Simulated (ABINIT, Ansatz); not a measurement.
# Quasiparticle gap of NaCl (Fm-3m) in ABINIT, part 3 of 3

Aim: the G0W0 gap of NaCl (Fm-3m) on PBE, step by step.

ABINIT 10.8.3; PBE and many-body steps on it, plane waves. Known limits of the many-body steps: not at the basis limit.

So far. Step 4 (Empty states on the mesh, 6×6×6 mesh, 102 bands): On this mesh the gap is 5.150 eV. Step 5 (Screening, 6×6×6 mesh, 94 bands, screening to 149.7 eV): Local fields lower ε∞ by 15 %.

The database entry behind the starting cell differs from later determinations by our own check (an axis about 0.4 % short against later determinations), so it need not match the best structure at ambient conditions.

### 6. Self-energy, 6×6×6 mesh, 94 bands, screening to 149.7 eV

The self-energy is evaluated for the states that the input lists, and the levels follow from it, in one-shot runs by the linearised quasiparticle equation.

This step: G0W0 on PBE, plane waves, norm-conserving pseudopotentials.

Input file run.abi:

```
acell 3*1.0 Angstrom
rprim 
  0.000000000000 2.810000000000 2.810000000000
  2.810000000000 0.000000000000 2.810000000000
  2.810000000000 2.810000000000 0.000000000000
ntypat 2
znucl 11 17
natom 2
typat 1 2
xred 
  0.000000000000 0.000000000000 0.000000000000
  0.500000000000 0.500000000000 0.500000000000
pp_dirpath "pseudos"
pseudos "Na.upf, Cl.upf"
ecut 38
ngkpt 6 6 6
nshiftk 1
shiftk 0 0 0
kptopt 1
chksymbreak 0
istwfk *1
occopt 1
irdwfk 1
optdriver 4
nband 94
gwcalctyp 0
ecutsigx 38
symsigma 1
nkptgw 1
kptgw 
  0.0000000000 0.0000000000 0.0000000000
bdgw 
  6 12
ecuteps 5.5
irdscr 1
ppmodel 1
indata_prefix "in"
outdata_prefix "out"
tmpdata_prefix "tmp"
```

Launch:

```
OMP_NUM_THREADS=1 mpirun -n 4 abinit run.abi > log
```

Numbers of over 12 decimals in the logs are rounded to 6 here.

The program printed:

```text
.Version 10.8.3 of ABINIT. v10.8.2 released Aug 2026.

 Symmetries : space group Fm -3 m (#225); Bravais cF (face-center cubic)
[... echo of the input left out ...]
== DATASET  1 ==================================================================
-   mpi_nproc: 4, omp_nthreads: 1 (-1 if OMP is not activated)

--- !DatasetInfo
iteration_state: {dtset: 1, }
dimensions: {natom: 2, nkpt: 16, mband: 94, nsppol: 1, nspinor: 1, nspden: 1, mpw: 3383, }
cutoff_energies: {ecut:  38.0, pawecutdg:  -1.0, }
electrons: {nelect:   1.60000000E+01, charge:   0.00000000E+00, occopt:   1.00000000E+00, tsmear:   1.00000000E-02, }

 SIGMA: Calculation of the GW corrections

 Based on a program developped by R.W. Godby, V. Olevano, G. Onida, and L. Reining.
 Incorporated in ABINIT by V. Olevano, G.-M. Rignanese, and M. Torrent.
.Using double precision arithmetic ; gwpc =  8

[... cell and pseudopotentials left out ...]
--------------------------------------------------------------------------------

 ==== K-mesh for the wavefunctions ====
 Number of points in the irreducible wedge :    16
[... list of points left out ...]
 Together with 48 symmetry operations and time-reversal symmetry
 yields   216 points in the full Brillouin Zone.

 ==== Q-mesh for screening function ====
 Number of points in the irreducible wedge :    16
[... list of points left out ...]
 Together with 48 symmetry operations and time-reversal symmetry
 yields   216 points in the full Brillouin Zone.

 vcoul_init : cutoff-mode = AUXILIARY_FUNCTION
 q-points for optical limit:   1
     1)      0.000010    0.000020    0.000030
 setmesh: FFT mesh size selected  =    45x   45x   45
          total number of points  =        91125

 Number of electrons calculated from density =   16.0000; Expected =   16.0000
 average of density, n =  0.053429
 r_s =    1.6471
 omega_plasma =   22.2968 [eV]

 === KS Band Gaps ===
  >>>> For spin  1
   Minimum direct gap =   5.1497 [eV], located at k-point      :   0.0000  0.0000  0.0000
   Fundamental gap    =   5.1497 [eV], Top of valence bands at :   0.0000  0.0000  0.0000
                                       Bottom of conduction at :   0.0000  0.0000  0.0000
 SIGMA fundamental parameters:
 PLASMON POLE MODEL  1
 number of plane-waves for SigmaX                 3383
 number of plane-waves for SigmaC and W            169
 number of plane-waves for wavefunctions          3383
 number of bands                                    94
 number of independent spin polarizations            1
 number of spinorial components                      1
 number of k-points in IBZ                          16
 number of q-points in IBZ                          16
 number of symmetry operations                      48
 number of k-points in BZ                          216
 number of q-points in BZ                          216
 number of frequencies for dSigma/dE                 9
 frequency step for dSigma/dE [eV]                0.25
 number of omega for Sigma on real axis              0
 max omega for Sigma on real axis  [eV]           0.00
 zcut for avoiding poles [eV]                     0.10

 EPSILON^-1 parameters (SCR file):
 dimension of the eps^-1 matrix on file            169
 dimension of the eps^-1 matrix used               169
 number of plane-waves for wavefunctions          3383
 number of bands                                    94
 number of q-points in IBZ                          16
 number of frequencies                               2
 number of real frequencies                          1
 number of imag frequencies                          1

 matrix elements of self-energy operator (all in [eV])

 Perturbative Calculation

--- !SelfEnergy_ee
iteration_state: {dtset: 1, }
kpoint     : [   0.000,    0.000,    0.000, ]
spin       : 1
KS_gap     :    5.150
QP_gap     :    8.016
Delta_QP_KS:    2.867
data: !SigmaeeData |
     Band     E0 <VxcDFT>   SigX SigC(E0)      Z dSigC/dE  Sig(E)    E-E0       E
        6  -0.539 -14.493 -18.976   1.980   0.811  -0.233 -16.522  -2.029  -2.568
        7  -0.539 -14.493 -18.976   1.980   0.811  -0.233 -16.522  -2.029  -2.568
        8  -0.539 -14.493 -18.976   1.980   0.811  -0.233 -16.522  -2.029  -2.568
        9   4.611  -8.179  -4.218  -2.993   0.865  -0.156  -7.342   0.837   5.448
       10  10.523  -8.377  -3.612  -3.225   0.859  -0.165  -7.055   1.322  11.845
       11  10.523  -8.377  -3.612  -3.225   0.859  -0.165  -7.055   1.322  11.845
       12  10.523  -8.377  -3.612  -3.225   0.859  -0.165  -7.055   1.322  11.845

== END DATASET(S) ==============================================================
================================================================================

 -outvars: echo values of variables after computation  --------
           etotal      0.0000000000E+00
            nband          94
             nkpt          16
          spgroup         225
 [... the other variables as echoed above ...]

 Calculation completed.
```

It took 7.3 s on 4 MPI ranks of Arm Neoverse V1, shared host; peak memory 1.1 GiB.

Numbers from this step:

- G0W0 gap on the points computed: 8.016 eV
- starting gap on the mesh: 5.150 eV
- k of the valence top: 0, 0, 0
- k of the conduction bottom: 0, 0, 0
- Z at the valence top: 0.811
- Z at the conduction bottom: 0.865
- least direct G0W0 gap on the computed points: 8.016 eV

The gap on the mesh goes from 5.15 eV to 8.02 eV, a correction of +2.87 eV.

Limits: finite bands, cutoff and mesh. v1 is the top filled band, c1 the lowest empty one. The levels before and after the correction (eV, zero at the valence-band top of each column):

|  | conduction bottom | valence top |
| --- | --- | --- |
| Kohn-Sham | 5.15 | 0.00 |
| G0W0 | 8.02 | 0.00 |

|  | level | energy (eV) |
| --- | --- | --- |
| Kohn-Sham | Γ v3-v1 | 0.000 |
| Kohn-Sham | Γ c1 | 5.150 |
| Kohn-Sham | Γ c2-c4 | 11.062 |
| G0W0 | Γ v3-v1 | 0.000 |
| G0W0 | Γ c1 | 8.016 |
| G0W0 | Γ c2-c4 | 14.413 |

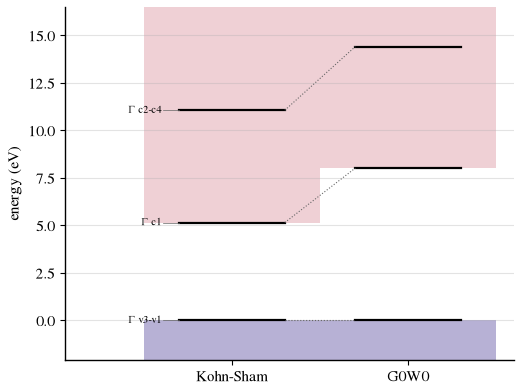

Levels before and after the correction. Shaded: valence and conduction bands.

### 7. Where the time went

Times are wall times on 4 MPI ranks of Arm Neoverse V1, shared host, good to a factor of about two.

| step | time | share | memory (GiB) |
| --- | --- | --- | --- |
| ground state | 8.8 s | 3 % | 0.32 |
| bands along the symmetry lines | 13 s | 5 % | 0.29 |
| empty states on the mesh | 1.9 min | 46 % | 2.7 |
| screening | 1.8 min | 43 % | 1.3 |
| self-energy | 7.3 s | 3 % | 1.1 |

### 8. What came out

```json
{
  "PBE gap": "5.15 eV, direct",
  "G0W0 gap on the mesh": "8.02 eV",
  "GW settings": "6×6×6 mesh, 94 bands, screening to 149.7 eV, Godby-Needs plasmon pole",
  "known limits": "not at the basis limit"
}
```

**Reading.** G0W0 moves the gap on the mesh from 5.15 eV to 8.02 eV (+2.87 eV), with Z of 0.81 and 0.86 at the edges. Local fields lower the RPA ε∞ on this mesh from 2.76 to 2.35. Only 1 of the mesh's irreducible points was corrected, so a valley elsewhere could overtake. Bands and cutoff are finite, so the gap is not at the basis limit. The miss can reach some tenths of an eV and take either sign; the mesh is an error of its own. In the G0W0 run levels were corrected at 1 k point alone, so a gap called «on the mesh» is the least over those, and an edge elsewhere would be missed.

[Paths, hosts, dates, memory and timing lines, banners, echoed tables and standing remarks are left out of the program output.]

[Logs are printed without paths, hosts, clocks, repeated set-up lines and the standing remarks that a program may print on its own settings, such as how far it seeks lower states.]

[Runs of the session that timed out or met a known fault of the program may be left out.]

[Hosts, paths, dates, database ids (printed as entryN), source tags and the programs' standing remarks are cut or masked in the printed files.]

[G0W0 gaps are taken among the corrected bands and points alone; a level outside them can change the order at an edge.]

[Where Ansatz stands beside ABINIT at settings called matched, ABINIT's density can come from a denser mesh and the files from another edition; pairs whose starting gaps differed by over 0.03 eV were left out, so agreement reads better than it is.]
